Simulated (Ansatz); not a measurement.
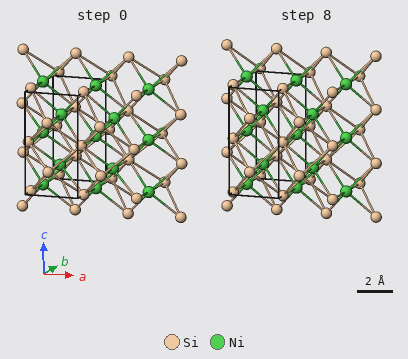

The structure of crystalline SiNi (set up in P1) (coarse preliminary run) before (left) and after (right) a relaxation, at one scale.

Style: ball-and-stick. Shown: the cell of the calculation, repeated 2 × 1 × 1 with one cell outlined, slightly off an axis.

These are results of DFT PBE, scalar-relativistic, plane waves, PAW (Ansatz 0.2.0), not measurements.

The input:
```yaml
crystal:
  lattice:
    - [0.0024577694, 3.283527988, 0.0321069103]
    - [-0.008018291, 0.0460038888, 4.736963935]
    - [6.178187491, 0.0045157072, -0.0102818299]
  atoms:
    - { symbol: Si, position: [0.5141943738, 0.8493620656, 0.2612598966] }
    - { symbol: Si, position: [0.496841009, 0.8510124151, 0.7373212922] }
    - { symbol: Si, position: [1.0311619649, 0.152277881, 0.0140964814] }
    - { symbol: Si, position: [0.9830345913, 0.1537862088, 0.4887753642] }
    - { symbol: Ni, position: [0.4806777924, 0.3419179421, 0.2539535945] }
    - { symbol: Ni, position: [0.5141511073, 0.3353715498, 0.7468925703] }
    - { symbol: Ni, position: [-0.0088139923, 0.6523278923, 0.5033016395] }
    - { symbol: Ni, position: [-0.0112468464, 0.6639440453, -0.0056008387] }
basis:
  ecutwfc: 420
kpoints:
  mp_grid: { grid: [6, 6, 4] }
hamiltonian:
  xc: pbe
scf:
  occupations: { method: gaussian, width: 0.2 }
  lower_state_search: "off"
output:
  forces: true
  stress: true
  eigenvalues: true
relax:
  adjacent_minimum: "off"
  f_tol: 0.025
  max_steps: 60
  cell: { stress_tol: 0.25 }
```

Command:
```bash
ansatz run input.yaml --threads 1 --pin off --max-ram 2560MiB --backend cpu --events-out ev --progress --plain --runs-dir out
```

**Describe what moved and what it gained.**

The run was cut off at its time limit before the program reported convergence, but its last step already meets the force threshold: the largest component is 0.016 eV/Å against 0.025 eV/Å. The pressure is within 0.08 GPa of its target. Over 8 geometry steps the energy falls by 35.4 meV per atom. The largest force component goes from 0.85 to 0.016 eV/Å. The pressure goes from −2.83 to 0.08 GPa. Si3 moves most relative to the cell: 0.13 Å roughly along [−2 0 −1]. Largest moves by element: Si 0.13 Å, Ni 0.07 Å. The volume changes by −2.3 %, with a 3.284 → 3.099 Å (−5.6 %), b 4.737 → 4.699 Å (−0.8 %), c 6.178 → 6.445 Å (+4.3 %), α 90.2° → 90.0°, γ 88.9° → 90.0°. Among the contacts that change: Si1–Ni8 2.554 → 2.401 Å, Si1–Si4 2.550 → 2.676 Å, Si4–Ni6 2.526 → 2.401 Å, Si3–Ni5 2.287 → 2.401 Å. Among the angles between lasting bonds that change: Si1–Ni7–Si2 74.1° → 84.3°, Si3–Ni8–Si3 171.1° → 180.0°, Si4–Ni5–Si4 87.8° → 80.4°. The space group (tolerance 0.01 Å) goes from P1 (No. 1) to Pmmn (No. 59).

Limits of the set-up: an element that often carries a moment was run without spin polarisation.
